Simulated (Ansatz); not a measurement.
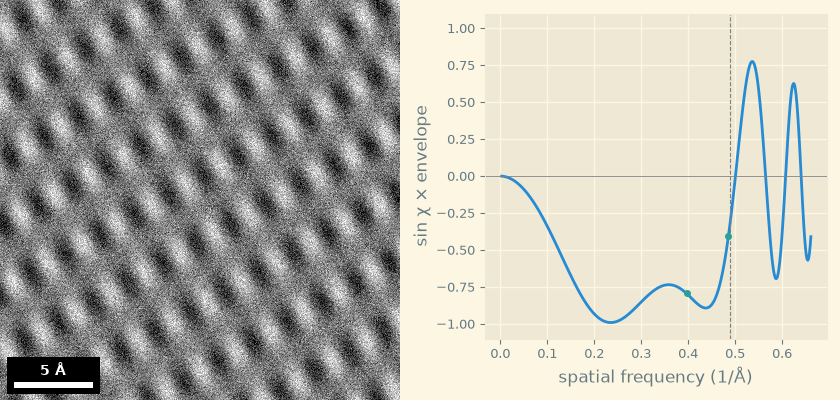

Phase-contrast TEM-like image of Ti (Pm-3n, No. 223) along [110]. Simulated in the weak-phase-object approximation with neutral-atom potentials: 300 kV, Cs = 1.20 mm, defocus −583 Å (negative is underfocus), defocus spread 40 Å, aperture 0.49 1/Å. Shot noise was added. Model: the input geometry of an electronic-structure calculation (not necessarily at equilibrium); the starting structure was generated, so it need not be a known form of this composition.

The plot gives the contrast transfer function, the aperture (dashed) and the crystal's spatial frequencies that carry visible contrast (dots).

> What point resolution do these settings give, and which lattice spacings pass?

About 2.0 Å (0.66 |Cs|^(1/4) λ^(3/4) with λ = 0.0197 Å). The spacings that carry visible contrast are {200} at 2.52 Å, {211} at 2.06 Å. Columns 0.89 Å apart are closer than that and merge.

> Do the atom columns appear dark or bright, and why?

Dark. With positive Cs and underfocus sin χ is negative over the pass band, so the strongest columns (Ti) come out darker than the background.
